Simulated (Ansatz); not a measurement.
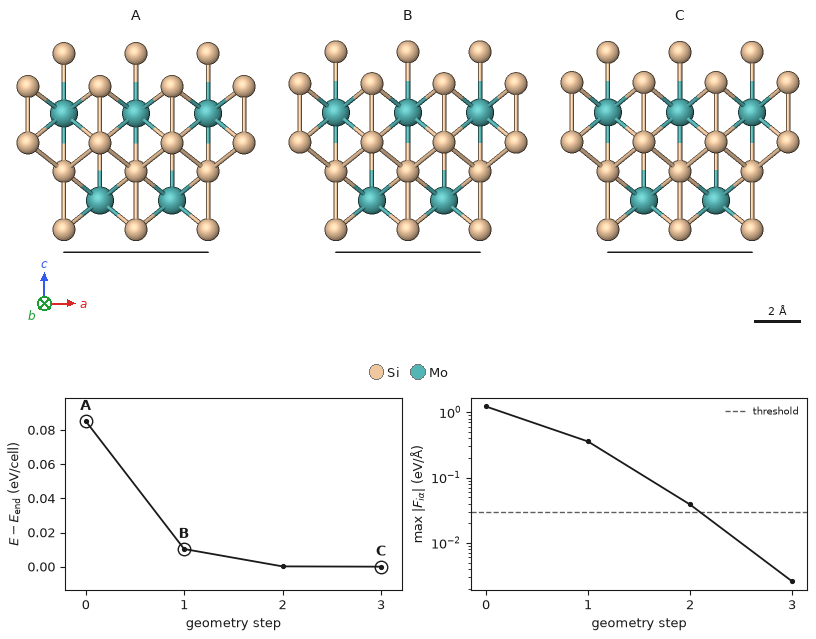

Frames of a constrained relaxation of a slab of composition Si₅Mo₂ (cut from the I4/mmm phase), marked on the history of the run. The picture is a ball-and-stick view of the 2 × 2 repeat of the cell, outlined in the plane, without the vacuum, seen along the b axis.

Case: Si put over a Mo atom of a lower plane. The slab is the (0 0 1) face of Si2Mo with Si on it. 3 atoms are held fixed.

All numbers below come from DFT PBEsol, scalar-relativistic, plane waves, PAW (Ansatz 0.2.0). Set-up: plane-wave cutoff 420 eV; k-point mesh 9 × 9 × 1; occupations gaussian; smearing width 0.1 eV; no spin polarisation; dipole correction; atoms relaxed in a fixed cell; force threshold 0.03 eV/Å; at most 70 steps.

Question: Describe the path.

Answer: The energy falls by 85.3 meV per cell of the calculation in 3 geometry steps. Largest force component: 1.2 eV/Å at the start, 0.0026 eV/Å at the end. The atom that moves furthest is a Si atom (0.18 Å along the normal (+c)). Largest moves by element: Si 0.18 Å, Mo 0.05 Å. The lattice vectors keep their values. Some distances before and after: Si–Si 2.500 → 2.632 Å, Mo–Si 2.553 → 2.614 Å, Mo–Si 2.548 → 2.592 Å, Si–Si 2.583 → 2.604 Å. Bond angles that change, for instance: Mo–Si–Mo 124.2° → 119.3°, Si–Si–Mo 62.1° → 59.7°, Mo–Si–Mo 77.3° → 75.2°. Cost: 25 s on 1 thread of Intel(R) Xeon(R) Platinum 8559C (Emerald Rapids), with other jobs on the host, peak memory 0.54 GiB. From step 0 to 1: a Si atom moves most (0.13 Å), energy −74.9 meV per cell of the calculation. From step 1 to 3: a Si atom moves most (0.05 Å), energy −10.3 meV per cell of the calculation.

```json
{"step": "0", "E − E(0), meV/atom": "0.00", "largest force component, eV/Å": "1.2237"}
{"step": "1", "E − E(0), meV/atom": "-10.70", "largest force component, eV/Å": "0.3568"}
{"step": "2", "E − E(0), meV/atom": "-12.16", "largest force component, eV/Å": "0.0387"}
{"step": "3", "E − E(0), meV/atom": "-12.18", "largest force component, eV/Å": "0.0026"}
```

Limits of the set-up: the periodic images lie only 3.2 Å apart, so the values are limited by the cell's size.
